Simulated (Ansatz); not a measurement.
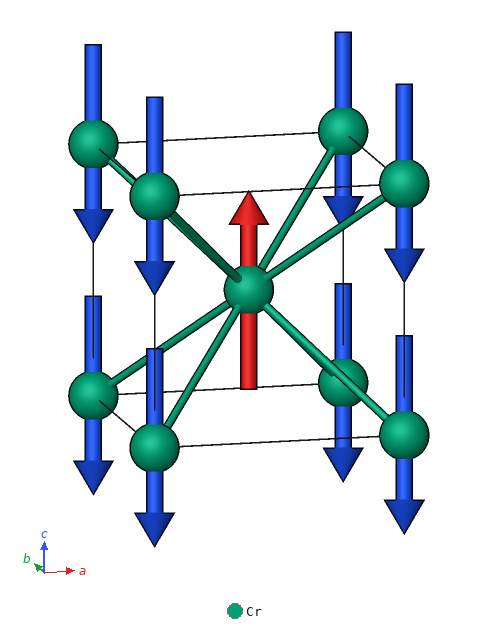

Crystal structure, ball-and-stick style, seen slightly off an axis. The frame is the simulation cell; atoms at its boundary are shown with their periodic copies. Arrows are the site magnetic moments above 0.25 μB; longer means larger, and red and blue are up and down (without spin-orbit coupling the axis itself is arbitrary).

This is the state reached for Cr. The calculation used DFT PBE, scalar-relativistic, plane waves, PAW (Ansatz 0.2.0), with a basis cut at 420 eV, k-grid 14×14×14, Gaussian smearing of 0.1 eV, collinear spins.

Characterise the magnetic order.

Antiferromagnetic (within this cell). Site moments: 1 Cr +0.6 μB and 1 Cr −0.6 μB. The net spin moment of the whole cell is 0.0 μB.

Source of the structure: a structure listed in the Materials Project. The cell was then strained or its atoms displaced on purpose. An electronic-structure calculation with Ansatz was run on it.

At this level of theory the cell isn't at rest (compressed, at 14 GPa), so its distances can differ from those at equilibrium, the more so the softer the solid, and its magnetic state may change on relaxation.
